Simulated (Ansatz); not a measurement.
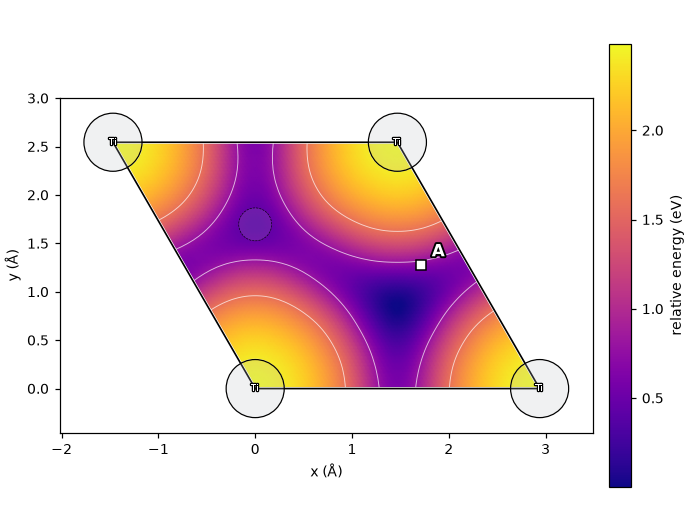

O on a Ti(001) slab cut from the P6_3/mmc phase, its upper half relaxed before the scan (16 atoms of substrate and one adsorbate in a 2 × 2 cell). O is moved over the surface cell; relaxed at each place: the height of the adsorbate's atoms; substrate rigid; the origin of the map has the adsorbate above Ti13. Places are given modulo a cell vector. The map is drawn in real space over the plane of the surface. The scan uses a 6 × 6 grid; 10 points were computed and 26 follow by symmetry. Places are given in fractions of the 1 × 1 surface cell. All energies are given in eV relative to the lowest grid point. The runs have no spin polarisation; a magnetic state may lie lower. The calculation used Ansatz, DFT PBE, scalar-relativistic, plane waves, PAW. Settings: cutoff 420 eV, k-mesh 6×6×1, gaussian smearing 0.1 eV, no spin polarisation.

The picture shows a smooth colour map with a few white contour lines, labelled circles for the atoms of the top layer and small ones for the second layer, the outline of one cell of the plane, the point A. Between grid points the surface is interpolated.

### Is A at rest? If not, where is it pushed?

A, at (5/6, 3/6) of the cell vectors, is not a stationary point. The computed force is 2.5 eV/Å in the plane, pointing down in the picture (components 0.2 and −2.5 eV/Å).

PAW datasets: the set soft_1.
